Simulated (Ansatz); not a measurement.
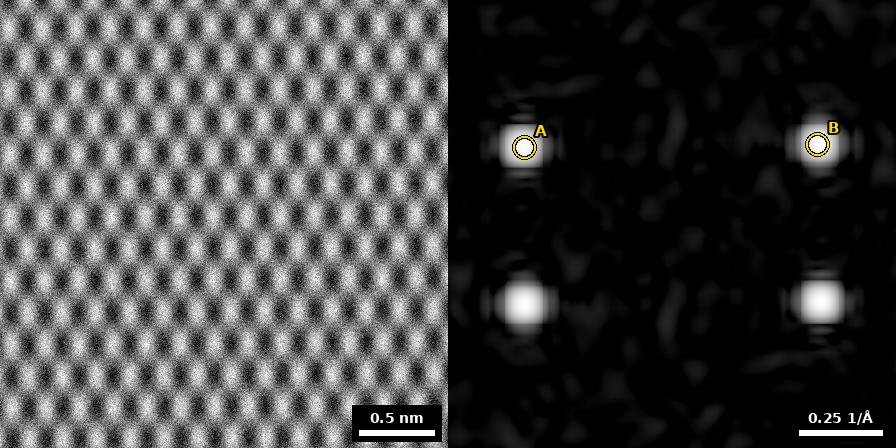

Phase-contrast TEM-like image of Fe (P6_3/mmc, No. 194) along [201]. Simulated in the weak-phase-object approximation with neutral-atom potentials: 80 kV, Cs = −15 µm, defocus +95 Å (negative is underfocus), defocus spread 12 Å, aperture 0.83 1/Å. Shot noise was added. Atomic positions: the end point of a relaxation with Ansatz, DFT PBE, scalar-relativistic, plane waves, PAW; the starting structure was generated, so it need not be a known form of this composition.

The right panel is the modulus of the image's Fourier transform on a logarithmic scale.

a = 2.448 Å, b = 2.448 Å, c = 11.849 Å, α = 90.00°, β = 90.00°, γ = 120.00°

> Index the marked spots and give their plane spacings (the zone axis points at the viewer; indices equivalent by symmetry, or all signs reversed, are as good).

A: (-1 1 2), d = 2.00 Å; B: (1 0 -2), d = 2.00 Å. A and B enclose 124°, and every spot obeys the zone law hu + kv + lw = 0 for [201].
